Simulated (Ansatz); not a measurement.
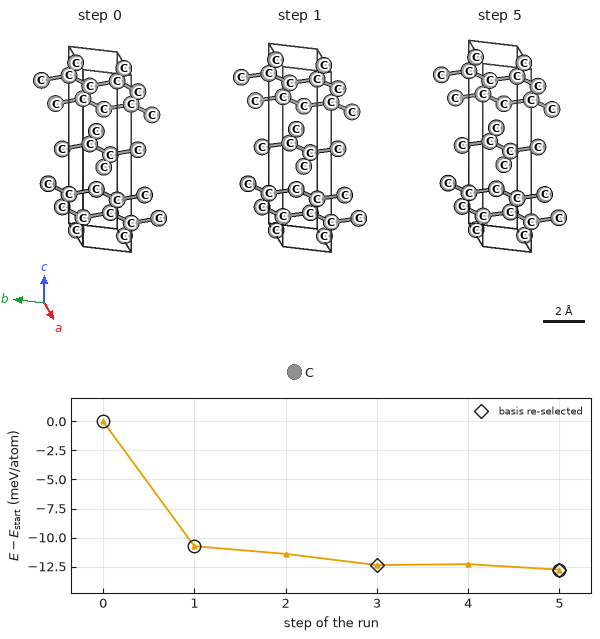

Frames of a relaxation of crystalline C (set up in R-3m) (coarse preliminary run), marked on the history of the run. The picture is a ball-and-stick view of the conventional cell (3 times the calculation's cell), seen from a free direction. Lengths and directions refer to the drawn axes.

Theory: Ansatz, DFT PBEsol, scalar-relativistic, plane waves, PAW.

The input:
```yaml
crystal:
  lattice:
    - [1.2280263465, 0.7090013417, 3.3470108394]
    - [-1.2280263465, 0.7090013417, 3.3470108394]
    - [0.0, -1.4180026834, 3.3470108394]
  atoms:
    - { symbol: C, position: [0.164, 0.164, 0.164] }
    - { symbol: C, position: [0.836, 0.836, 0.836] }
basis:
  ecutwfc: 420
kpoints:
  mp_grid: { grid: [12, 12, 12] }
hamiltonian:
  xc: pbesol
scf:
  occupations: { method: gaussian, width: 0.1 }
output:
  forces: true
  stress: true
  eigenvalues: true
relax:
  adjacent_minimum: "off"
  f_tol: 0.05
  max_steps: 80
  cell: { stress_tol: 0.5 }
```

Command:
```bash
ansatz run input.yaml --threads 1 --pin off --max-ram 3072MiB --backend cpu --events-out ev --progress --plain --runs-dir out
```

Q: Describe the path.

A: The energy falls by 12.8 meV per atom in 3 accepted moves (5 points after the start). The largest force component goes from 0.86 to 0.011 eV/Å. Pressure: 1.13 GPa at the start and 0.22 GPa at the end. The SCF was repeated twice at an unchanged geometry on a basis and grid sized afresh for the cell, which shifted the energy by 1.0 meV per atom at most. The largest moves relative to the cell, 0.027 Å, are those of C1 and C2. C1 goes along +c. Cell: a = b 2.456 → 2.459 Å (+0.1 %), c 10.041 → 10.384 Å (+3.4 %). Volume +3.6 %. The space group stays R-3m (No. 166). The run took 15 s on 1 thread of Intel(R) Xeon(R) Processor @ 2.70GHz, with other jobs on the host, peak memory 0.34 GiB. From step 0 to 1: C atoms move most (0.03 Å), volume +2.1 %, energy −10.7 meV per atom. From step 1 to 5: volume +1.5 %, energy −2.0 meV per atom.

```csv
step,"E − E(0), meV/atom","largest force component, eV/Å","pressure, GPa","volume, Å³/atom",note
0,0.00,0.8611,1.13,8.742,
1,-10.74,0.1974,-0.66,8.926,
2,-11.41,0.0041,-0.04,8.954,
3,-12.37,0.0044,0.11,8.954,"same geometry, new basis"
4,-12.29,0.0114,0.18,9.060,
5,-12.76,0.0115,0.22,9.060,"same geometry, new basis"
```

Limits of the set-up: layers or molecules are held without a dispersion correction, so their spacing is unreliable.
